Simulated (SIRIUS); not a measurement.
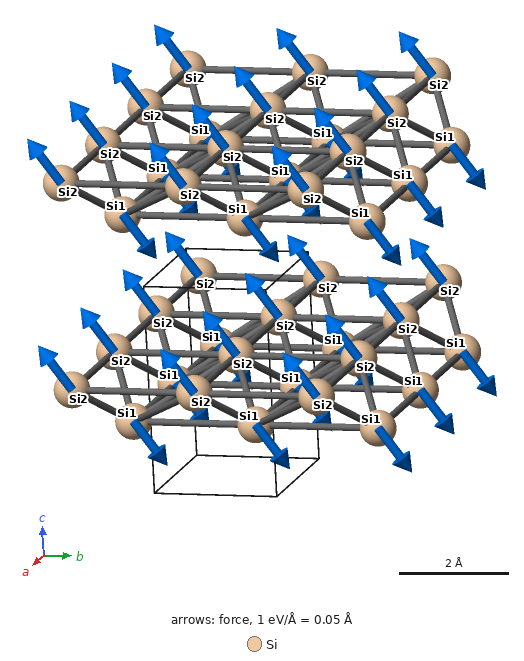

Starting geometry of solid Si (set up in P-1) (coarse preliminary run) with the computed forces as blue arrows. Style: ball-and-stick. Shown: the cell of the calculation, reduced to other axes, repeated 3 × 3 × 2 with one cell outlined, slightly off an axis. Lengths and directions refer to the drawn axes.

The run lets cell and atoms move.

Method: Kohn-Sham DFT of a periodic cell, PBE, dojo-sr-PBE-0.4.1-standard (SIRIUS 7.10.0). Settings: plane-wave cutoff 489.8 eV; k-point mesh 5 × 5 × 4; occupations fermi-dirac; smearing width 0.05 eV; target pressure 30 GPa; optimiser BFGS; no spin polarisation.

Is this structure relaxed? If not, where do the atoms go?

It isn't relaxed: the largest force vector, on Si atoms, is 20.91 eV/Å. The atoms end up moving mostly along the starting forces (cosine between the two patterns 0.99). The largest moves relative to the cell, 0.49 Å, are those of Si1 and Si2. Si1 goes along [0 2 −3]. The volume changes by −15.8 %, with a = b 2.653 → 2.646 Å (−0.3 %), c 4.191 → 3.419 Å (−18.4 %), α 80.6° → 85.4°, β 80.6° → 85.4°, γ 75.7° → 81.3°. Among the contacts that change: Si1–Si2 3.686 → 2.429 Å, Si1–Si2 (another image) 3.928 → 2.771 Å, Si1–Si2 (another image) 3.632 → 2.496 Å, Si1–Si2 (another image) 3.397 → 2.427 Å. The space group (tolerance 0.01 Å) goes from P-1 (No. 2) to C2/m (No. 12). Over 25 geometry steps the energy falls by 3477 meV per atom. With the target pressure of 30 GPa, the enthalpy E + pV changes by −3892 meV per atom. The largest force component goes from 17 to 0.0058 eV/Å. The pressure goes from 113.82 to 30.13 GPa. The run took 3.4 min on 1 thread of Arm Neoverse V1, on a shared host, peak memory 0.19 GiB.
